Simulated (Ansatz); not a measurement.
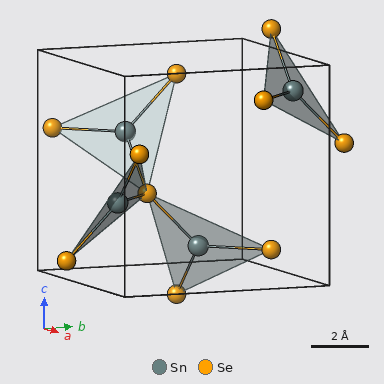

This polyhedral model is shown slightly off an axis. Thin lines show the conventional unit cell, with boundary atoms drawn in all their periodic places. Some atoms of the next cells are drawn as well. Cell: a = 7.84 Å, b = 7.84 Å, c = 7.84 Å, α = 90.00°, β = 90.00°, γ = 90.00°.

Its origin is a structure type filled with these elements by a generator (whether the compound takes this form wasn't checked). Earlier steps of the study may have refined or changed the cell and positions. A calculation with Ansatz used it as input.

Question: Caption:

Answer: Composition: SnSe. It is primitive cubic, space group P4_132 (No. 213). The cell has 8 atoms, namely 4 Sn, 4 Se. The polyhedra are SnSe3 triangles; they share corners. Each Sn has three Se in a trigonal planar arrangement at about 2.8 Å. Each Se atom is coordinated by three Sn in a trigonal planar arrangement at about 2.8 Å. The bonds build a three-dimensional framework.

Run with DFT PBE, scalar-relativistic, plane waves, PAW (Ansatz) and these settings: 420 eV cutoff, Brillouin-zone sampling on a 6×6×6 mesh, Gaussian smearing of 0.01 eV, no spin polarisation.

Question: What is the electronic character?

Answer: A semiconductor at this level, with a gap of 0.07 eV, indirect.

Question: Give the Bader charge of each element.

Answer: Sn +0.81 e; Se -0.81 e.

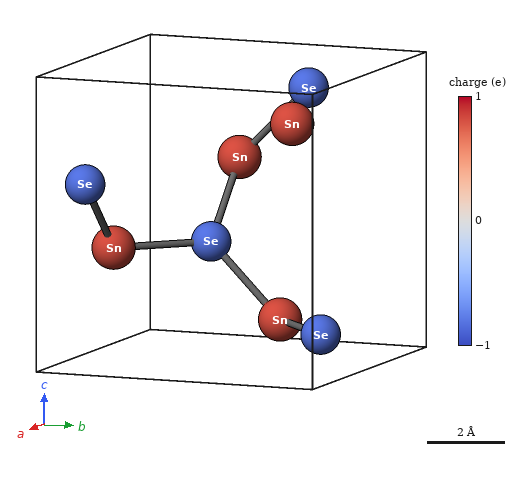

The atoms coloured by those charges. The run's cell of 8 atoms is drawn.

Question: Does the calculation find this structure at rest?

Answer: Yes. All forces vanish to within 0.01 eV/Å. The pressure is 0.0 GPa, close to zero.
